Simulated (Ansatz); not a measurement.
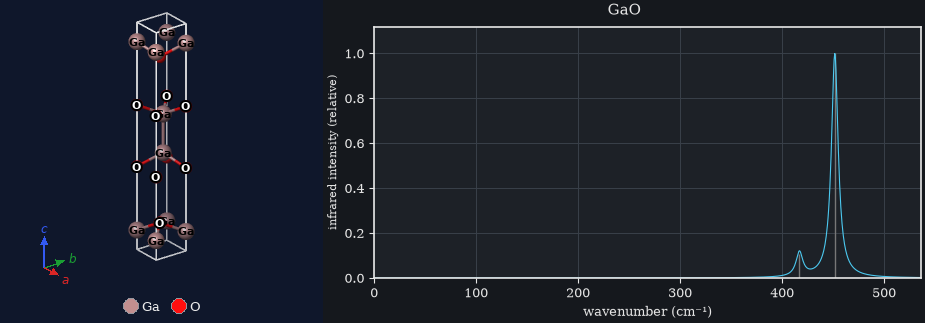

The figure shows the infrared spectrum of the zone-centre phonons for GaO, space group P-6m2 (No. 187) (cell built by us, not taken from a database). Lines are broadened by Lorentzians of 8 cm⁻¹ full width; the spectrum is scaled to its strongest line. These are zero-field (TO) frequencies; inactive modes don't show. The conventional cell is drawn beside the plot.

Structure:
```xyz
8
Lattice="3.1008 0.0000 0.0000 -1.5504 2.6854 0.0000 0.0000 0.0000 14.6629" Properties=species:S:1:pos:R:3 pbc="T T T"
Ga    0.0000    1.7903    6.0790
Ga    0.0000    1.7903    8.5839
Ga    0.0000    0.0000    1.2524
Ga    0.0000    0.0000   13.4105
O     1.5504    0.8951    1.9839
O     1.5504    0.8951   12.6790
O     0.0000    0.0000    5.3472
O     0.0000    0.0000    9.3157
```

Computed with Ansatz 0.2.0: infrared-active and silent optical phonons at the zone centre of an insulator with atoms at rest in the given cell, intensity summed over the level, zero macroscopic field, imaginary frequencies are negative, field response on a mesh refined by the program; PAW. Level: PBE, no spin polarisation.

| setting | value |
| --- | --- |
| wave cutoff | 420 eV |
| k mesh | 12×12×2 |
| occupations | fixed |
| pressure | 0 GPa |

### Which are the strongest infrared lines?

The strongest infrared line is at 451.7 cm⁻¹, followed by 417.0 (11 % of it).

Limits of the calculation: field response not converged on the k mesh; weakly bound, no dispersion correction.
